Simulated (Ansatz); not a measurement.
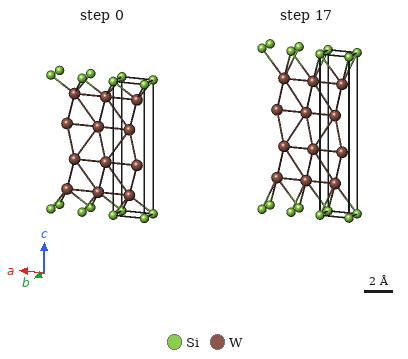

The structure of a crystal of SiW$_{4}$ (a generated structure, set up in P-3m1) (coarse preliminary run) before (left) and after (right) a relaxation, at one scale.

A ball-and-stick model of the cell of the calculation, repeated 3 × 1 × 1 with one cell outlined, seen from a free direction.

Level of theory: Ansatz 0.2.0, DFT PBE, scalar-relativistic, plane waves, PAW. (plane-wave cutoff 420 eV; k-point mesh 6 × 6 × 2; occupations gaussian; smearing width 0.1 eV; no spin polarisation; cell and atoms relaxed; force threshold 0.04 eV/Å; at most 70 steps)

> Summarise the run.

After 13 accepted moves (17 points after the start) the energy has fallen by 935 meV per atom. Largest force component: 8.2 eV/Å at the start, 0.006 eV/Å at the end. Pressure: 34.12 GPa at the start and 0.08 GPa at the end. The line search rejected the trial steps at points 4, 10 of the run. At 2 points the geometry stayed and the basis and grid were re-selected for the new cell (energy shift of 4.3 meV per atom at most each time). The largest moves relative to the cell, 0.59 Å, are those of W atoms. Si stays in place. The volume changes by +4.2 %, with a = b 3.006 → 2.797 Å (−7.0 %), c 9.667 → 11.632 Å (+20.3 %). Near-neighbour distances that change, for instance: W–W 3.121 → 4.587 Å, Si–W 2.167 → 2.686 Å, W–W 3.006 → 2.797 Å, W–W 2.947 → 2.952 Å. Bond angles that change, for instance: W–Si–W 92.1° → 117.3°, W–Si–W 87.9° → 62.7°. The space group stays P-3m1 (No. 164).
